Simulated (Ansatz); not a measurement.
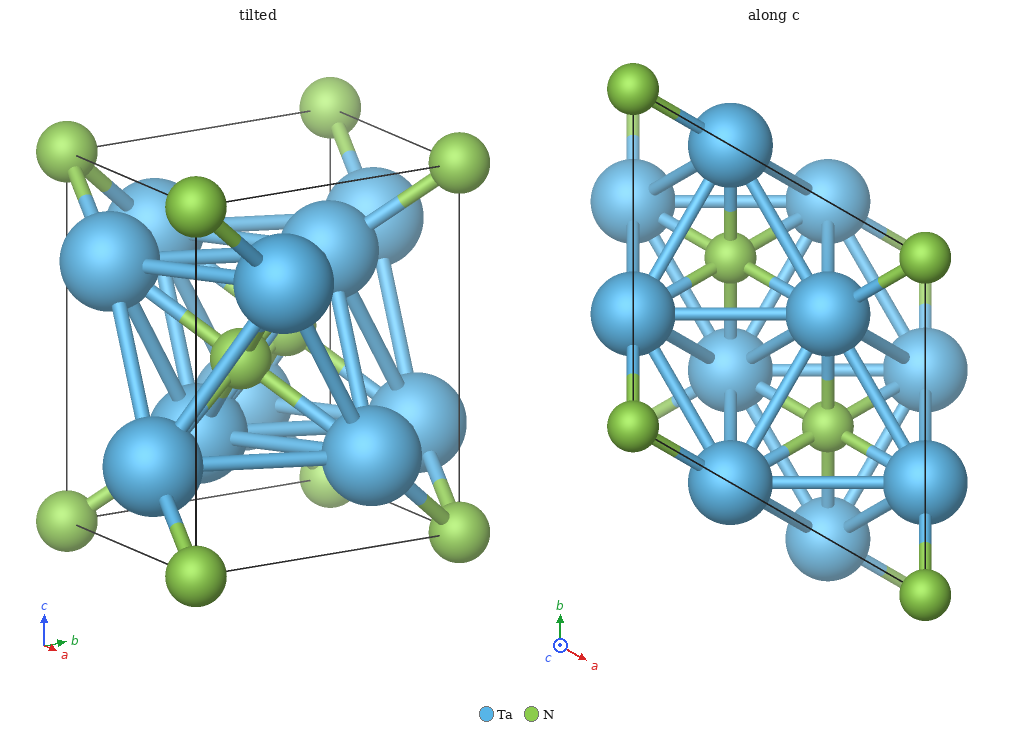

The figure gives a ball-and-stick picture of the atoms, viewed slightly off an axis and along the c axis. The frame is the conventional unit cell; atoms at its boundary are shown with their periodic copies. Cell: a = 5.26 Å, b = 5.26 Å, c = 4.91 Å, α = 90.00°, β = 90.00°, γ = 120.00°.

The cell started as a structure listed in the Materials Project. Earlier steps of the study, as a rule a relaxation of our own, may have changed the cell and positions, so they can lie some per cent off the listed ones. Ansatz was used for an electronic-structure calculation on it.

### What is this?

The solid is Ta2N. The atoms follow space group P-31m (No. 162); the Bravais lattice is primitive hexagonal. Content of the cell: 6 Ta, 3 N (Z = 3). Ta is coordinated by twelve Ta and three N (about 3.0 Å to Ta, 2.1 Å to N). N is coordinated by six Ta in an octahedral arrangement at about 2.1 Å. The bonds build a three-dimensional framework.

All computed values are from DFT PBEsol, scalar-relativistic, plane waves, PAW in Ansatz. Settings: an energy cutoff of 420 eV, 12×12×8 k-mesh, Gaussian smearing of 0.1 eV, no spin polarisation.

### How large a gap does the method give, if there is one?

A metal: bands cross the Fermi level.

### State the Bader charges by element.

Ta +0.89 e; N -1.78 e.

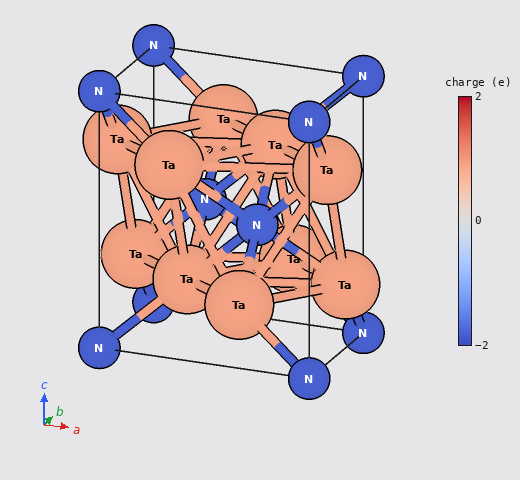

The atoms coloured by those charges. The run's cell of 9 atoms is drawn.

### Does this geometry sit at a stationary point of the energy?

Yes. All forces vanish to within 0.01 eV/Å. The pressure is 0.0 GPa, close to zero.
